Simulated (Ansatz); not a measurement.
Input of the run:

```
crystal:
  lattice:
    - [6.2826882799, 0.0, 0.0]
    - [0.0, 6.2826882799, 0.0]
    - [0.0, 0.0, 20.4425314868]
  atoms:
    - { symbol: Mn, position: [0.25, 0.25, 0.391340965], spin: 4.44 }
    - { symbol: Mn, position: [0.25, 0.75, 0.391340965], spin: 4.44 }
    - { symbol: Mn, position: [0.75, 0.25, 0.391340965], spin: 4.44 }
    - { symbol: Mn, position: [0.75, 0.75, 0.391340965], spin: 4.44 }
    - { symbol: O, position: [0.5, 0.5, 0.391340965], spin: 0.25 }
    - { symbol: O, position: [0.5, 0.0, 0.391340965], spin: 0.25 }
    - { symbol: O, position: [0.0, 0.5, 0.391340965], spin: 0.25 }
    - { symbol: O, position: [0.0, 0.0, 0.391340965], spin: 0.25 }
    - { symbol: Mn, position: [0.5, 0.5, 0.5], spin: 4.44 }
    - { symbol: Mn, position: [0.5, 0.0, 0.5], spin: 4.44 }
    - { symbol: Mn, position: [0.0, 0.5, 0.5], spin: 4.44 }
    - { symbol: Mn, position: [0.0, 0.0, 0.5], spin: 4.44 }
    - { symbol: O, position: [0.75, 0.75, 0.5], spin: 0.25 }
    - { symbol: O, position: [0.75, 0.25, 0.5], spin: 0.25 }
    - { symbol: O, position: [0.25, 0.75, 0.5], spin: 0.25 }
    - { symbol: O, position: [0.25, 0.25, 0.5], spin: 0.25 }
    - { symbol: Mn, position: [0.75, 0.75, 0.608659035], spin: 4.44 }
    - { symbol: Mn, position: [0.75, 0.25, 0.608659035], spin: 4.44 }
    - { symbol: Mn, position: [0.25, 0.75, 0.608659035], spin: 4.44 }
    - { symbol: Mn, position: [0.25, 0.25, 0.608659035], spin: 4.44 }
    - { symbol: O, position: [0.0, 0.0, 0.608659035], spin: 0.25 }
    - { symbol: O, position: [0.0, 0.5, 0.608659035], spin: 0.25 }
    - { symbol: O, position: [0.5, 0.0, 0.608659035], spin: 0.25 }
    - { symbol: O, position: [0.5, 0.5, 0.608659035], spin: 0.25 }
basis:
  ecutwfc: 420
kpoints:
  mp_grid: { grid: [3, 3, 1] }
hamiltonian:
  xc: pbe
scf:
  occupations: { method: gaussian, width: 0.1 }
output:
  forces: true
  eigenvalues: true
  populations: true
  write_density: true
  write_potential: true
  elf: true
  volumetric_format: npy
magnetization:
  spin_polarized: true
relax:
  adjacent_minimum: "off"
  f_tol: 0.03
  max_steps: 70
  constraints: [{ sites: [0, 1, 2, 3, 4, 5, 6, 7] }]
efield:
  axis: 3
  dipole_correction: true
  ramp_width: 0.04
```

Run as:
```bash
ansatz run input.yaml --threads 4 --pin off --max-ram 10240MiB --backend cpu --events-out ev --progress --plain --runs-dir out
```

What does the potential across the slab give for the work function?

The work function is 3.05 eV, the same on both faces. The two vacuum levels agree, so the slab has no net dipole along its normal. The outermost atoms are 4.5 Å apart, which leaves 16.0 Å of vacuum in a cell 20.4 Å high.

The run may have settled in a state above the lowest, so this need not be the ground state.

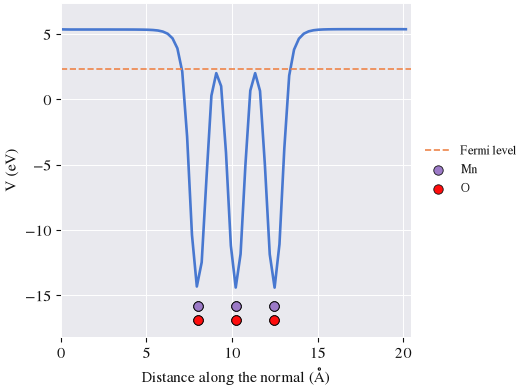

Plane-averaged electrostatic potential energy of an electron across the slab; circles at the bottom mark the heights of the atoms (positions after relaxation).
